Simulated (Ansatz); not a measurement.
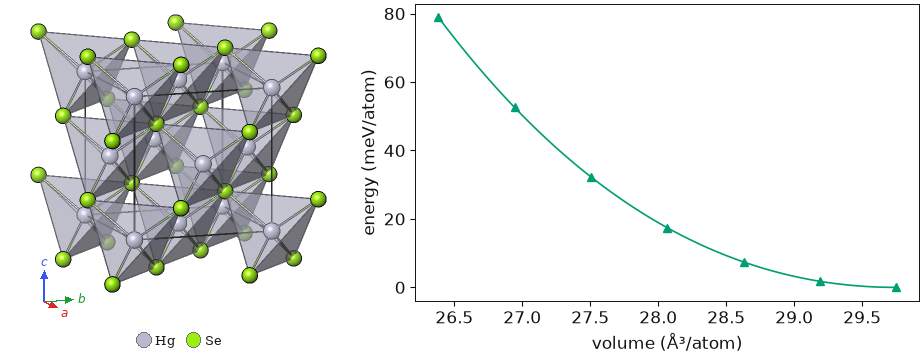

The picture above shows the energy against volume for HgSe, space group F-43m (No. 216). The conventional cell is drawn beside the plot.

Starting cell:
```
CELL_PARAMETERS angstrom
0.00000 3.03900 3.03900
3.03900 0.00000 3.03900
3.03900 3.03900 0.00000
ATOMIC_POSITIONS crystal
Hg 0.00000 0.00000 0.00000
Se 0.75000 0.75000 0.75000
```

How it was computed, with Ansatz 0.2.0: plane-wave DFT, no spin polarisation; energies at scaled volumes of the given cell, shape and fractions fixed, counted from the fit's minimum, third-order Birch-Murnaghan fit. Level: CAM-B3LYP.

- k mesh: 4×4×4
- occupations: Fermi–Dirac
- smearing width: 0.05 eV
- potentials: Ansatz PAW
- wave cutoff: 420 eV
- density cutoff: 1680 eV

From this curve and the settings, what does the calculation give for the pressure at the same points?

The pressure falls from 8.45 GPa at volume 26.38 Å³/atom to −0.03 GPa at 29.75 Å³/atom.

```csv
volume (Å³/atom),pressure (GPa)
26.38,8.45
26.94,6.62
27.51,4.99
28.07,3.52
28.63,2.21
29.19,1.03
29.75,-0.03
```

Keep in mind: coarse k mesh; the fit and the printed pressures don't fully agree, or the minimum lies near the end of the range; the functional was run on potentials made for another functional; spin-orbit coupling left out, heavy elements.
